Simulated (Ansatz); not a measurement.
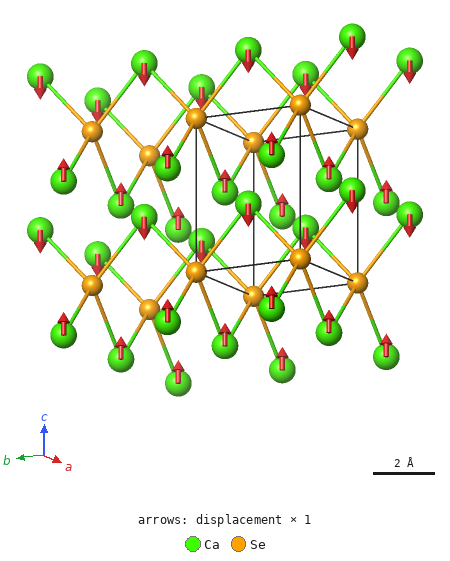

A relaxation of solid Ca2Se (a generated structure, set up in P-4m2) (coarse preliminary run). The starting structure is drawn; red arrows show the displacements (the part carried along by the change of the cell is left out), at their true length.

A ball-and-stick model of the cell of the calculation, repeated 1 × 2 × 1 with one cell outlined, seen from a free direction.

Level of theory: DFT PBE, scalar-relativistic, plane waves, PAW in Ansatz 0.2.0. (plane-wave cutoff 420 eV; k-point mesh 4 × 4 × 4; occupations gaussian; smearing width 0.1 eV; no spin polarisation; cell and atoms relaxed; force threshold 0.04 eV/Å; at most 70 steps)

**Atoms of which element are displaced furthest, and by how much?**

Calcium: up to 0.79 Å, against 0.00 Å for selenium.

**What happened in the run?**

After 12 accepted moves (14 points after the start) the energy has fallen by 727 meV per atom. The largest force component goes from 1.5 to 0.013 eV/Å. Pressure: 8.12 GPa at the start and 0.03 GPa at the end. At 2 points the geometry stayed and the basis and grid were re-selected for the new cell (energy shift of 8.6 meV per atom at most each time). The largest moves relative to the cell, 0.79 Å, are those of Ca atoms. Se stays in place. The volume changes by +46.7 %, with a = b 3.940 → 4.247 Å (+7.8 %), c 5.244 → 6.620 Å (+26.2 %). Among the contacts that change: Ca–Ca 2.973 → 4.171 Å, Ca–Se 2.882 → 2.825 Å. Bond angles that change, for instance: Se–Ca–Se 86.3° → 97.5°, Ca–Se–Ca 86.3° → 97.5°, Ca–Se–Ca 122.2° → 115.8°. The space group stays P-4m2 (No. 115). The run took 42 s on 1 thread of Intel(R) Xeon(R) Platinum 8488C (Sapphire Rapids), on a shared host, peak memory 0.42 GiB.

Limits of the set-up: the k-point mesh is coarse for a cell with partly filled bands.
